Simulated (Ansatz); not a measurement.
Run report: SiO2, molecular dynamics (part 2 of 4)

Continued. System: SiO2 (slab, 24 atoms in the cell). Method: DFT PBE, scalar-relativistic, plane waves, PAW, PAW set soft_1, no spin polarisation (Ansatz 0.2.0); cutoff 420 eV, 2×2×1 k-mesh, Fermi–Dirac smearing of 0.05 eV. The structure derives from an entry of the Crystallography Open Database. The input holds or restrains some coordinates. It belongs to a series of runs on one base structure; here: dynamics from the start.

Geometry of the input (Å; fractional positions):
```
5.9206  0.0000  0.0000
0.0000  5.3368  0.0000
0.0000  0.0000  17.7714
Si 0.0000  0.0000  0.0563
Si 0.5000  0.2500  0.0563
O  1.0000  0.0000  0.1546
O  0.1941  0.2500  0.0563
O  0.5000  0.0000  0.1099
O  0.8059  0.2500  0.0563
Si 0.5000  0.0000  0.2566
Si 0.0000  0.2500  0.2317
O  0.5000  0.0000  0.3489
O  0.6879  0.2500  0.2302
O  0.0000  0.0000  0.2888
O  0.3121  0.2500  0.2302
Si 0.0000  0.5000  0.0563
Si 0.5000  0.7500  0.0563
O  1.0000  0.5000  0.1546
O  0.1941  0.7500  0.0563
O  0.5000  0.5000  0.1099
O  0.8059  0.7500  0.0563
Si 0.5000  0.5000  0.2566
Si 0.0000  0.7500  0.2317
O  0.5000  0.5000  0.3489
O  0.6879  0.7500  0.2302
O  0.0000  0.5000  0.2888
O  0.3121  0.7500  0.2302
```

## The program's output, continued
```
md step    33: t =    33.00 fs  T =   751.1 K  F+E_penalty+E_count = -14168.34423531 eV  E_kin = 1.553423 eV  conserved = -14166.79081226 eV  (5 SCF iters)
md step    34: t =    34.00 fs  T =   800.8 K  F+E_penalty+E_count = -14168.44746386 eV  E_kin = 1.656218 eV  conserved = -14166.79124619 eV  (4 SCF iters)
md step    35: t =    35.00 fs  T =   874.7 K  F+E_penalty+E_count = -14168.60131977 eV  E_kin = 1.809107 eV  conserved = -14166.79221251 eV  (5 SCF iters)
md step    36: t =    36.00 fs  T =   965.6 K  F+E_penalty+E_count = -14168.79044451 eV  E_kin = 1.996958 eV  conserved = -14166.79348651 eV  (5 SCF iters)
md step    37: t =    37.00 fs  T =  1063.6 K  F+E_penalty+E_count = -14168.99451099 eV  E_kin = 2.199725 eV  conserved = -14166.79478603 eV  (4 SCF iters)
md step    38: t =    38.00 fs  T =  1158.8 K  F+E_penalty+E_count = -14169.19249574 eV  E_kin = 2.396632 eV  conserved = -14166.79586380 eV  (5 SCF iters)
md step    39: t =    39.00 fs  T =  1242.6 K  F+E_penalty+E_count = -14169.36651550 eV  E_kin = 2.569952 eV  conserved = -14166.79656316 eV  (5 SCF iters)
md step    40: t =    40.00 fs  T =  1309.1 K  F+E_penalty+E_count = -14169.50434718 eV  E_kin = 2.707518 eV  conserved = -14166.79682968 eV  (12 SCF iters)
md step    41: t =    41.00 fs  T =  1355.7 K  F+E_penalty+E_count = -14169.60040163 eV  E_kin = 2.803707 eV  conserved = -14166.79669420 eV  (5 SCF iters)
md step    42: t =    42.00 fs  T =  1382.5 K  F+E_penalty+E_count = -14169.65541284 eV  E_kin = 2.859176 eV  conserved = -14166.79623672 eV  (5 SCF iters)
md step    43: t =    43.00 fs  T =  1392.4 K  F+E_penalty+E_count = -14169.67529665 eV  E_kin = 2.879739 eV  conserved = -14166.79555775 eV  (5 SCF iters)
md step    44: t =    44.00 fs  T =  1390.1 K  F+E_penalty+E_count = -14169.66963284 eV  E_kin = 2.874866 eV  conserved = -14166.79476657 eV  (5 SCF iters)
md step    45: t =    45.00 fs  T =  1380.9 K  F+E_penalty+E_count = -14169.65001138 eV  E_kin = 2.855995 eV  conserved = -14166.79401687 eV  (7 SCF iters)
md step    46: t =    46.00 fs  T =  1370.1 K  F+E_penalty+E_count = -14169.62748616 eV  E_kin = 2.833645 eV  conserved = -14166.79384076 eV  (8 SCF iters)
md step    47: t =    47.00 fs  T =  1360.8 K  F+E_penalty+E_count = -14169.60773209 eV  E_kin = 2.814253 eV  conserved = -14166.79347870 eV  (9 SCF iters)
md step    48: t =    48.00 fs  T =  1355.6 K  F+E_penalty+E_count = -14169.59660780 eV  E_kin = 2.803639 eV  conserved = -14166.79296842 eV  (12 SCF iters)
md step    49: t =    49.00 fs  T =  1358.2 K  F+E_penalty+E_count = -14169.60160346 eV  E_kin = 2.808925 eV  conserved = -14166.79267854 eV  (8 SCF iters)
md step    50: t =    50.00 fs  T =  1370.7 K  F+E_penalty+E_count = -14169.62739878 eV  E_kin = 2.834797 eV  conserved = -14166.79260132 eV  (12 SCF iters)
md step    51: t =    51.00 fs  T =  1393.9 K  F+E_penalty+E_count = -14169.67558056 eV  E_kin = 2.882849 eV  conserved = -14166.79273183 eV  (6 SCF iters)
md step    52: t =    52.00 fs  T =  1427.2 K  F+E_penalty+E_count = -14169.74469932 eV  E_kin = 2.951621 eV  conserved = -14166.79307830 eV  (6 SCF iters)
md step    53: t =    53.00 fs  T =  1468.2 K  F+E_penalty+E_count = -14169.83018710 eV  E_kin = 3.036522 eV  conserved = -14166.79366559 eV  (5 SCF iters)
md step    54: t =    54.00 fs  T =  1513.2 K  F+E_penalty+E_count = -14169.92406768 eV  E_kin = 3.129521 eV  conserved = -14166.79454668 eV  (5 SCF iters)
md step    55: t =    55.00 fs  T =  1556.3 K  F+E_penalty+E_count = -14170.01438118 eV  E_kin = 3.218584 eV  conserved = -14166.79579690 eV  (4 SCF iters)
md step    56: t =    56.00 fs  T =  1589.3 K  F+E_penalty+E_count = -14170.08441454 eV  E_kin = 3.286939 eV  conserved = -14166.79747589 eV  (5 SCF iters)
md step    57: t =    57.00 fs  T =  1601.9 K  F+E_penalty+E_count = -14170.11240571 eV  E_kin = 3.312896 eV  conserved = -14166.79950974 eV  (6 SCF iters)
md step    58: t =    58.00 fs  T =  1582.1 K  F+E_penalty+E_count = -14170.07343163 eV  E_kin = 3.271943 eV  conserved = -14166.80148849 eV  (7 SCF iters)
md step    59: t =    59.00 fs  T =  1520.1 K  F+E_penalty+E_count = -14169.94620814 eV  E_kin = 3.143728 eV  conserved = -14166.80248015 eV  (6 SCF iters)
md step    60: t =    60.00 fs  T =  1414.7 K  F+E_penalty+E_count = -14169.72693236 eV  E_kin = 2.925750 eV  conserved = -14166.80118207 eV  (16 SCF iters)
md step    61: t =    61.00 fs  T =  1281.3 K  F+E_penalty+E_count = -14169.44683553 eV  E_kin = 2.649916 eV  conserved = -14166.79692003 eV  (13 SCF iters)
md step    62: t =    62.00 fs  T =  1154.5 K  F+E_penalty+E_count = -14169.17887451 eV  E_kin = 2.387754 eV  conserved = -14166.79112091 eV  (11 SCF iters)
md step    63: t =    63.00 fs  T =  1076.6 K  F+E_penalty+E_count = -14169.01398140 eV  E_kin = 2.226557 eV  conserved = -14166.78742446 eV  (11 SCF iters)
md step    64: t =    64.00 fs  T =  1073.1 K  F+E_penalty+E_count = -14169.00815161 eV  E_kin = 2.219395 eV  conserved = -14166.78875624 eV  (6 SCF iters)
md step    65: t =    65.00 fs  T =  1135.2 K  F+E_penalty+E_count = -14169.14188226 eV  E_kin = 2.347843 eV  conserved = -14166.79403950 eV  (12 SCF iters)
md step    66: t =    66.00 fs  T =  1226.0 K  F+E_penalty+E_count = -14169.33505407 eV  E_kin = 2.535620 eV  conserved = -14166.79943446 eV  (13 SCF iters)
md step    67: t =    67.00 fs  T =  1305.1 K  F+E_penalty+E_count = -14169.50127643 eV  E_kin = 2.699122 eV  conserved = -14166.80215458 eV  (13 SCF iters)
md step    68: t =    68.00 fs  T =  1348.3 K  F+E_penalty+E_count = -14169.59033874 eV  E_kin = 2.788450 eV  conserved = -14166.80188835 eV  (12 SCF iters)
md step    69: t =    69.00 fs  T =  1352.1 K  F+E_penalty+E_count = -14169.59612972 eV  E_kin = 2.796353 eV  conserved = -14166.79977656 eV  (8 SCF iters)
md step    70: t =    70.00 fs  T =  1327.2 K  F+E_penalty+E_count = -14169.54205347 eV  E_kin = 2.744934 eV  conserved = -14166.79711932 eV  (17 SCF iters)
md step    71: t =    71.00 fs  T =  1289.8 K  F+E_penalty+E_count = -14169.46234142 eV  E_kin = 2.667571 eV  conserved = -14166.79477038 eV  (10 SCF iters)
md step    72: t =    72.00 fs  T =  1255.1 K  F+E_penalty+E_count = -14169.38879491 eV  E_kin = 2.595678 eV  conserved = -14166.79311678 eV  (10 SCF iters)
md step    73: t =    73.00 fs  T =  1233.9 K  F+E_penalty+E_count = -14169.34420296 eV  E_kin = 2.551959 eV  conserved = -14166.79224415 eV  (9 SCF iters)
md step    74: t =    74.00 fs  T =  1232.2 K  F+E_penalty+E_count = -14169.34041889 eV  E_kin = 2.548344 eV  conserved = -14166.79207499 eV  (8 SCF iters)
md step    75: t =    75.00 fs  T =  1250.7 K  F+E_penalty+E_count = -14169.37907347 eV  E_kin = 2.586622 eV  conserved = -14166.79245152 eV  (5 SCF iters)
md step    76: t =    76.00 fs  T =  1286.4 K  F+E_penalty+E_count = -14169.45367661 eV  E_kin = 2.660494 eV  conserved = -14166.79318308 eV  (7 SCF iters)
md step    77: t =    77.00 fs  T =  1333.7 K  F+E_penalty+E_count = -14169.55235817 eV  E_kin = 2.758278 eV  conserved = -14166.79408012 eV  (7 SCF iters)
md step    78: t =    78.00 fs  T =  1385.6 K  F+E_penalty+E_count = -14169.66069081 eV  E_kin = 2.865706 eV  conserved = -14166.79498485 eV  (6 SCF iters)
md step    79: t =    79.00 fs  T =  1435.3 K  F+E_penalty+E_count = -14169.76414969 eV  E_kin = 2.968367 eV  conserved = -14166.79578306 eV  (5 SCF iters)
eigensolver tolerance schedule calibrated: the retry pair's looser diagonalisation under-reported the residual by θ = 0.28 (0.16/decade); ethr = c·dr2/N_el runs at the constant in force after the calibration composes with the one it found (an armed cap, an earlier calibration), c = 3.9e-2
preconditioner: auto → LDOS  [metal: Δε(μ)=0.124 eV  Ē_g=14.699 eV  σ=0.050 eV  W_gap=0.50  n_scr=94 (ndim 8)  ℏωp=17.7 eV  f_vac=0.554  D(μ)=9.19/eV (n_scr^D=48)  β→1.0]
[...]
SCF iter   6: F=—  HF=-14169.850046 eV  |F-HF|=—  |Δ(HF+E_count)|=   2.77e-5  Δρ=2.94e-4  dr2=5.48e-4  ethr=9.16e-7  ⟨swp⟩=2.0  Hψ=534  notcnv=0  defer=13
SCF iter   7: F=—  HF=-14169.850182 eV  |F-HF|=—  |Δ(HF+E_count)|=   1.35e-4  Δρ=1.15e-4  dr2=6.87e-5  ethr=1.65e-7  ⟨swp⟩=2.0  Hψ=590  notcnv=0  defer=13
SCF iter   8: F=—  HF=-14169.849944 eV  |F-HF|=—  |Δ(HF+E_count)|=   2.37e-4  Δρ=3.61e-5  dr2=7.02e-6  ethr=2.07e-8  ⟨swp⟩=2.0  Hψ=617  notcnv=0  defer=20
SCF iter   9: F=—  HF=-14169.849899 eV  |F-HF|=—  |Δ(HF+E_count)|=   4.51e-5  Δρ=1.29e-5  dr2=8.53e-7  ethr=2.12e-9  ⟨swp⟩=2.2  Hψ=587  notcnv=0  defer=20
SCF iter  10: F=—  HF=-14169.849901 eV  |F-HF|=—  |Δ(HF+E_count)|=   1.43e-6  Δρ=5.52e-6  dr2=1.31e-7  ethr=2.58e-10  ⟨swp⟩=2.0  Hψ=541  notcnv=0  defer=20
SCF iter  11: F=-14169.849901 eV  HF=-14169.849901 eV  |F-HF|=1.69e-7  |Δ(HF+E_count)|=   4.47e-7  Δρ=2.02e-6  dr2=2.31e-8  ethr=7.24e-12  ⟨swp⟩=3.2  Hψ=1429  notcnv=0
SCF 81 converged in 11 iterations: F = -14169.849901 eV  dr2 = 2.31e-8
md step    80: t =    80.00 fs  T =  1476.4 K  F+E_penalty+E_count = -14169.84990140 eV  E_kin = 3.053491 eV  conserved = -14166.79640996 eV  (11 SCF iters)
```

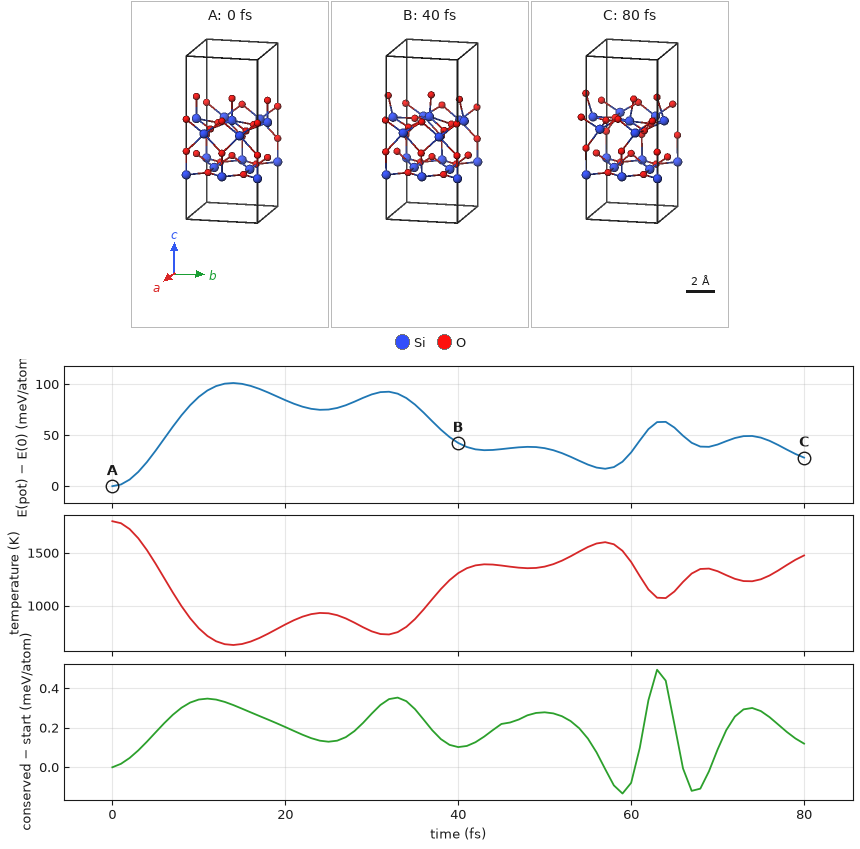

Fig. 1: Frames of the molecular dynamics (ball-and-stick, simulation cell, with the vacuum cut short, seen slightly off an axis) above the curves, on which the letters mark them. The trajectory kept here has 81 frames over 80 fs. The temperature starts at 1800 K, ranges from 629 to 1800 K and averages 1355 K over the second half. The potential energy ends 28.0 meV/atom above its first value. The conserved quantity stays within 0.63 meV/atom. With the common drift removed, the root-mean-square displacement is 0.31 Å, and O9 has moved furthest (0.81 Å).

```
SCF converged after 11 iterations
Free energy (F): -14169.849901 eV
Harris-Foulkes:  -14169.849901 eV  (|F-HF|=1.69e-7)
Internal energy: -14169.772389 eV  (E = F + TS)
E sigma→0 (E₀):  -14169.811145 eV
Entropy (-TS):   -0.077512 eV (-3.230 meV/atom)
Fermi energy:    -0.307752 eV
--- Per-component energies (eV) ---
  E_band       = -1137.382083
  E_kinetic    = 3090.542249
  E_local      = -61240.088235  (includes V_loc(G=0)·N_el)
  E_nonlocal   = 1001.047885
  E_hartree    = 29290.217619
  E_xc         = -1605.443284
  E_vxc        = -1856.789259  (∫ρ·V_xc dr)
  E_paw        = -6700.374934  (= ΣΔE_a)
  E_vpaw       = -712.537796  (= ΣTr[D̂ρ^β])
  E_aug_tail   = 0.012712  (compensation charges beyond the density's cutoff)
  E_ewald      = 21994.313599
  E_smearing   = -0.077512  (= −TS)
  E_closure    = -0.000000  (closes the sum)
  Σ components = -14169.849901   (vs F -14169.849901, Δ=0.00e0)
--- Forces (eV/Å), atoms counted from 1 ---
  atom   1  Si    -0.12409166     0.16059853     7.79916697
  atom   2  Si    -0.02694770     0.94952138     1.05320808
  atom   3  O      0.03465818     0.11650972    -2.14628619
  atom   4  O     -1.88673020    -0.22391702    -2.93177607
  atom   5  O      0.11825244     0.11613168    -0.52342456
  atom   6  O      1.77373602    -0.29125024    -2.99157931
  atom   7  Si     1.13059229    -0.15852088     2.19542304
  atom   8  Si     1.21361869     0.06867705    -1.30885459
  atom   9  O     -0.46834923    -2.94975376    -2.00022754
  atom  10  O     -1.14379407     1.19069492    -1.68409863
  atom  11  O     -0.51412304    -0.88762356     1.54265227
  atom  12  O      0.84048447    -0.03377850    -0.98527587
  atom  13  Si    -0.14668900    -0.07868652     8.22340873
  atom  14  Si     0.06546595    -1.97980287     1.58695712
  atom  15  O      0.39649562    -0.07324084    -1.87651246
  atom  16  O     -1.84398130     0.10396054    -2.67527442
  atom  17  O      0.05213338     0.65918369    -1.27914145
  atom  18  O      1.74637260     0.18496536    -2.82237618
  atom  19  Si     0.52914946     0.32135491     0.74630906
  atom  20  Si    -0.49314646     1.27515798    -2.17850610
  atom  21  O     -0.09231678     3.07800035     1.36995048
  atom  22  O      0.69343760    -1.15043098     0.21545684
  atom  23  O      0.26719942     0.50348371     1.35731877
  atom  24  O     -2.12144585    -0.90126205    -0.68655446
  max |Σ_I F_I| component: 3.65e-5 eV/Å
--- MD trajectory: 80 steps, t = 0.0 → 80.0 fs ---
  final state: T = 1476.4 K   F+E_penalty+E_count = -14169.84990140 eV   E_kin = 3.053491 eV
  conserved energy: peak-to-peak 1.506e-2 eV (6.273e-4 eV/atom) over 80.0 fs
```

## Trajectory as extended XYZ (Å, eV, eV/Å), 20 of the 81 frames kept, from step=0 to step=80
```
24
Lattice="5.9206 0.0000 0.0000 0.0000 5.3368 0.0000 0.0000 0.0000 17.7714" Properties=species:S:1:pos:R:3:forces:R:3 step=0 time_fs=0.0 energy=-14170.52198 temperature=1800.0
Si    0.0000    0.0000    1.0000    0.0000   0.0000   6.7813
Si    2.9603    1.3342    1.0000    0.0000   0.0000   0.2518
O     5.9206    0.0000    2.7471    0.0000   0.0000   0.0219
O     1.1492    1.3342    1.0000   -1.4195   0.0000  -3.5147
O     2.9603    0.0000    1.9529    0.0000   0.0000  -0.0022
O     4.7714    1.3342    1.0000    1.4195   0.0000  -3.5147
Si    2.9603    0.0000    4.5609    0.0000   0.0000  -0.0363
Si    0.0000    1.3342    4.1180    0.0000   0.0000  -0.0140
O     2.9603    0.0000    6.2011    0.0000   0.0000   0.0257
O     4.0726    1.3342    4.0903   -0.0145   0.0000   0.0103
O     0.0000    0.0000    5.1320    0.0000   0.0000  -0.0195
O     1.8480    1.3342    4.0903    0.0145   0.0000   0.0103
Si    0.0000    2.6684    1.0000    0.0000   0.0000   6.7813
Si    2.9603    4.0026    1.0000    0.0000   0.0000   0.2518
O     5.9206    2.6684    2.7471    0.0000   0.0000   0.0219
O     1.1492    4.0026    1.0000   -1.4195   0.0000  -3.5147
O     2.9603    2.6684    1.9529    0.0000   0.0000  -0.0022
O     4.7714    4.0026    1.0000    1.4195   0.0000  -3.5147
Si    2.9603    2.6684    4.5609    0.0000   0.0000  -0.0360
Si    0.0000    4.0026    4.1180    0.0000   0.0000  -0.0140
O     2.9603    2.6684    6.2011    0.0000   0.0000   0.0255
O     4.0726    4.0026    4.0903   -0.0145   0.0000   0.0103
O     0.0000    2.6684    5.1320    0.0000   0.0000  -0.0195
O     1.8480    4.0026    4.0903    0.0145   0.0000   0.0103
24
Lattice="5.9206 0.0000 0.0000 0.0000 5.3368 0.0000 0.0000 0.0000 17.7714" Properties=species:S:1:pos:R:3:forces:R:3 step=4 time_fs=4.0 energy=-14169.95428 temperature=1527.0
Si    0.0000    0.0000    1.0000    0.0944   0.0762   5.9765
Si    2.9603    1.3342    1.0000   -0.0606   1.8696  -1.1631
O     5.9197   -0.0127    2.7159    0.0154  -0.0368   1.0744
O     1.1492    1.3342    1.0000   -1.5436  -0.2528  -3.7427
O     2.9786    0.0319    1.8815   -0.1739  -1.8723   1.7253
O     4.7714    1.3342    1.0000    1.4626   0.1785  -3.5248
Si    2.9541   -0.0340    4.5324   -0.0632   0.2944   2.0605
Si    0.0339    1.3317    4.1071   -0.3791   0.3747   0.9941
O     2.9406   -0.0686    6.2754    0.1623   0.0964  -2.1285
O     4.0455    1.3490    4.0437    0.3323  -0.5698   0.4244
O    -0.0038    0.0241    5.1530   -0.2465  -1.0951  -1.2939
O     1.8202    1.3332    4.1313    0.7664  -0.6160  -0.2327
Si    0.0000    2.6684    1.0000    0.1613  -0.1202   6.0408
Si    2.9603    4.0026    1.0000   -0.1202  -1.5387   0.1509
O     5.9819    2.6537    2.7140   -0.6062   0.2482   1.1229
O     1.1492    4.0026    1.0000   -1.3822   0.1579  -3.5632
O     2.9149    2.6324    1.9737    0.4372   1.4980  -0.2578
O     4.7714    4.0026    1.0000    1.3137  -0.2406  -3.3174
Si    2.9594    2.6387    4.6000   -0.1713   0.1208   0.6915
Si   -0.0487    3.9918    4.0555    0.8382   0.2771   1.9172
O     2.9666    2.6577    6.2710    0.0867   0.0205  -0.9650
O     4.0725    3.9685    4.0918    0.5065   0.3345  -0.1922
O     0.0562    2.6745    5.1647   -0.7493   0.1807  -1.4137
O     1.8790    3.9640    4.1098   -0.6810   0.6147  -0.3836
```
